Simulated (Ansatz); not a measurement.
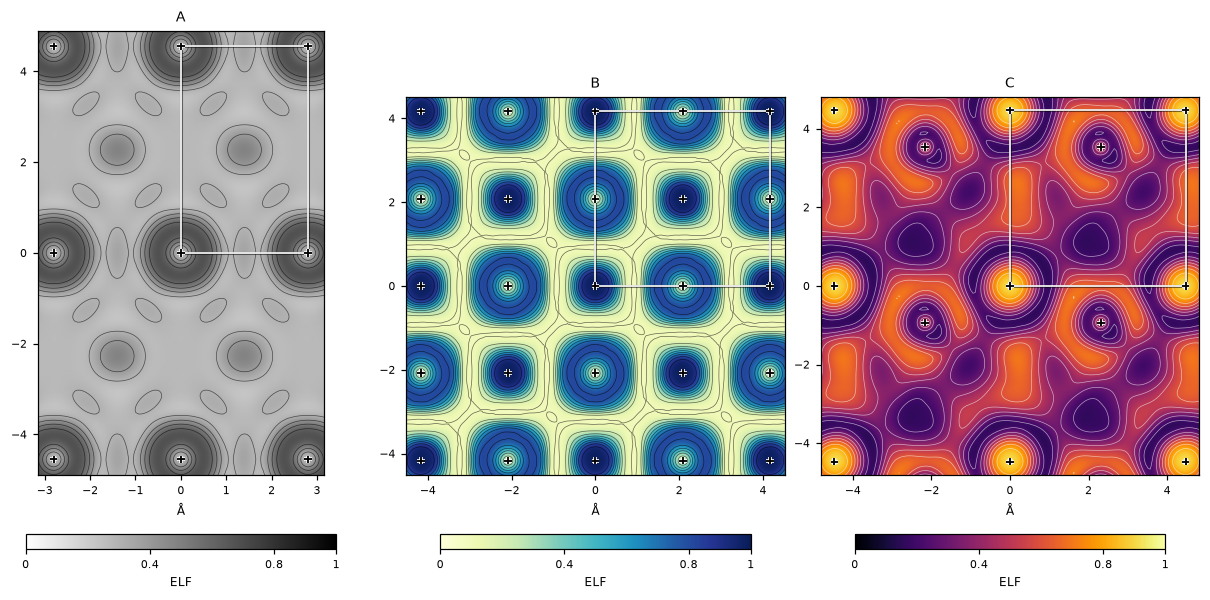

The electron localisation function of 3 systems, each on a plane through atoms (crosses mark nuclei in the plane).

Theory: Ansatz 0.2.0, Kohn-Sham DFT of a periodic cell, PBEsol, Ansatz PAW.

System 1: CoO, the (010) plane of the conventional cell. Space group Fm-3m; spin-polarised.

System 2: Ir, the (010) plane of the conventional cell. Space group P6₃/mmc; a structure from a database of computed crystals, not necessarily the ambient phase; computed pressure about −28 GPa in this cell.

System 3: MnSi, the (010) plane of the conventional cell. Space group P2₁3; spin-polarised.

```
Mn Si
1.0
     4.46934    0.00000    0.00000
     0.00000    4.46934    0.00000
     0.00000    0.00000    4.46934
Mn Si
4 4
Direct
  0.86290 0.63710 0.36290
  0.63710 0.36290 0.86290
  0.36290 0.86290 0.63710
  0.13710 0.13710 0.13710
  0.15460 0.34540 0.65460
  0.34540 0.65460 0.15460
  0.65460 0.15460 0.34540
  0.84540 0.84540 0.84540
```

Question: Match each panel to its system.

Answer: Panel A is system 2, Ir: the plane holds Ir. Ir–Ir (2.81 Å): the ELF is about 0.35 at the midpoint; no shared electron pair shows on this line. Panel B is system 1, CoO: the plane holds Co and O. Co–O (2.08 Å): the ELF peaks at about 0.80 in the valence shell of O, 0.6 Å from its nucleus, and is about 0.15 at the midpoint (no localised pair shows between them). Panel C is system 3, MnSi: the plane holds Mn and Si. Mn–Si (2.35 Å): the ELF peaks at about 0.70 in the valence shell of Si, 0.9 Å from its nucleus, and is about 0.45 at the midpoint.
